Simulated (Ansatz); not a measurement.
**MnSb: density, localisation and related maps**

Input

```
crystal:
  lattice:
    - [3.3636440039, 0.0, 0.0]
    - [0.0, 3.3636440039, 0.0]
    - [0.0, 0.0, 3.3636440039]
  atoms:
    - { symbol: Mn, position: [0.0, 0.0, 0.0], spin: 5.0 }
    - { symbol: Sb, position: [0.5, 0.5, 0.5] }
basis:
  ecutwfc: 420
kpoints:
  mp_grid: { grid: [12, 12, 12] }
hamiltonian:
  xc: pbe
scf:
  occupations: { method: gaussian, width: 0.1 }
  lower_state_search: "off"
output:
  forces: true
  stress: true
  eigenvalues: true
  populations: true
  write_density: true
  write_potential: true
  elf: true
  volumetric_format: npy
magnetization:
  spin_polarized: true
```

Launched as:

```sh
ansatz run input.yaml --threads 1 --pin off --max-ram 2560MiB --backend cpu --events-out ev --progress --plain --runs-dir out
```

Below, planes, directions and counts refer to the conventional cell (a = 3.36 Å, b = 3.36 Å, c = 3.36 Å, α = 90.00°, β = 90.00°, γ = 90.00°).

Space group Pm-3m; started from the CsCl (B2) prototype, which need not be the ambient phase; spin-polarised.

Method: Ansatz 0.2.0, DFT PBE, scalar-relativistic, plane waves, PAW.

The density is the valence pseudo-density of a PAW calculation; it isn't the true density close to the nuclei.

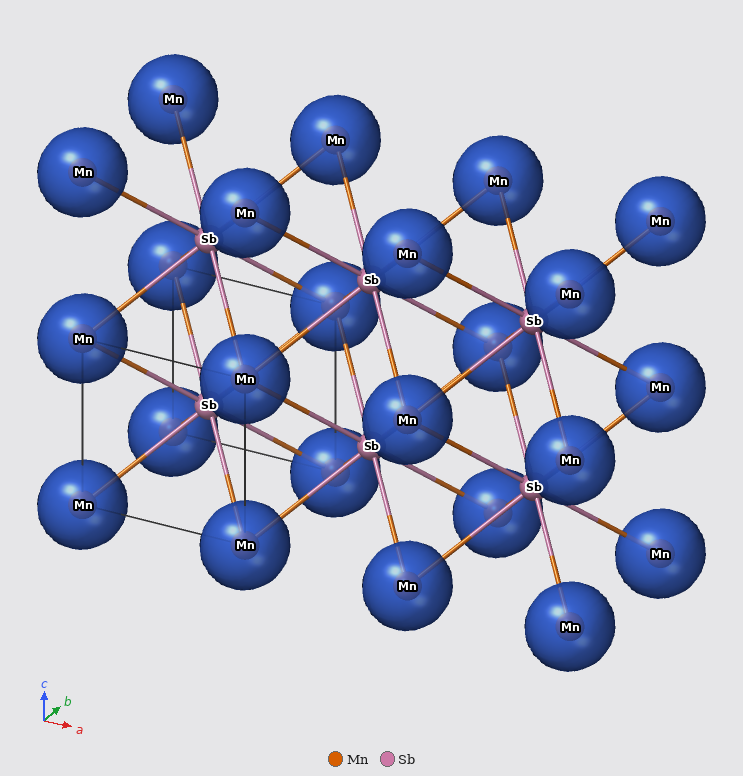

Figure 1. Isosurface of the spin density (up minus down) at +0.3 e/Å³ (blue), seen at an oblique angle. Sticks mark near contacts.

> Where is the spin, and how is it ordered?

The spin density sits on Mn: +3.3 μB in one cell of 2 atoms, with smaller moments on Sb (up to −0.13 μB): parallel main moments, as they must be, since the calculation's own cell holds one magnetic site. The cell of the calculation (2 atoms) carries 3.1 μB of net spin moment.

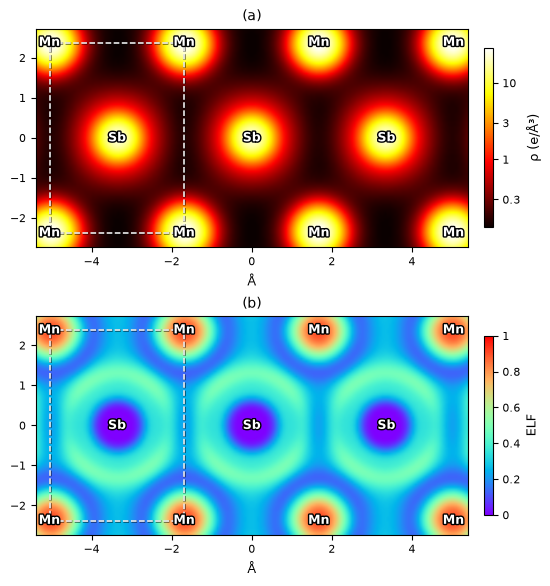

Figure 2. (a) valence charge density (pseudo); (b) electron localisation function on the (011) plane of the conventional cell.

> What do the fields say about this system?

The plane passes through Mn and Sb nuclei. Mn–Sb (2.91 Å): the density is about 0.24 e/Å³ at the midpoint; the ELF is about 0.45 at the midpoint. Between the atoms the lowest density in this plane is 0.13 e/Å³. The features right at Mn lie inside the PAW spheres, where the map follows smoothed inner orbitals and isn't to be read closely.

> Does the calculation make it a metal, or give it a gap?

It is gapless in this calculation (a metal or semimetal).
